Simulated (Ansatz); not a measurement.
The structure in question:

```
CELL_PARAMETERS angstrom
5.59003 0.00000 0.00000
0.00000 5.59003 0.00000
0.00000 0.00000 5.59003
ATOMIC_POSITIONS crystal
Mn 0.00000 0.00000 0.00000
Sb 0.00000 0.50000 0.00000
Mn 0.00000 0.50000 0.50000
Sb 0.00000 0.00000 0.50000
Mn 0.50000 0.00000 0.50000
Sb 0.50000 0.50000 0.50000
Mn 0.50000 0.50000 0.00000
Sb 0.50000 0.00000 0.00000
```

What crystal do these data define?

Its composition is MnSb. Symmetry: Fm-3m (No. 225), face-centred cubic lattice. This arrangement goes by the name rock salt (NaCl type). One cell contains 4 Mn, 4 Sb, 8 atoms in all. Each Mn has six Sb in an octahedral arrangement at 2.80 Å. The coordination shell of Sb holds six Mn in an octahedral arrangement at 2.80 Å. The bonds build a three-dimensional framework.

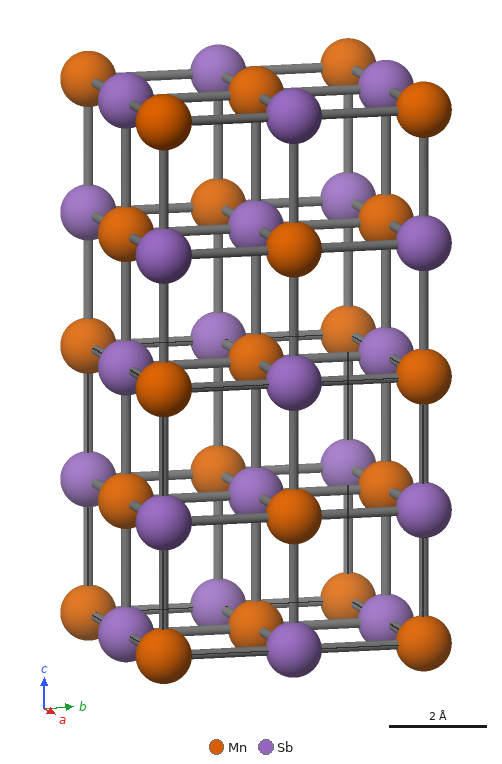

This ball-and-stick model is shown slightly off an axis. Shown are 1×1×2 repeats of the conventional unit cell, one of them outlined in solid lines.

The structure comes from a structure listed in the Materials Project. Earlier steps of the study, as a rule a relaxation of our own, may have changed the cell and positions, so they can lie some per cent off the listed ones. It was run through Ansatz as a DFT input.
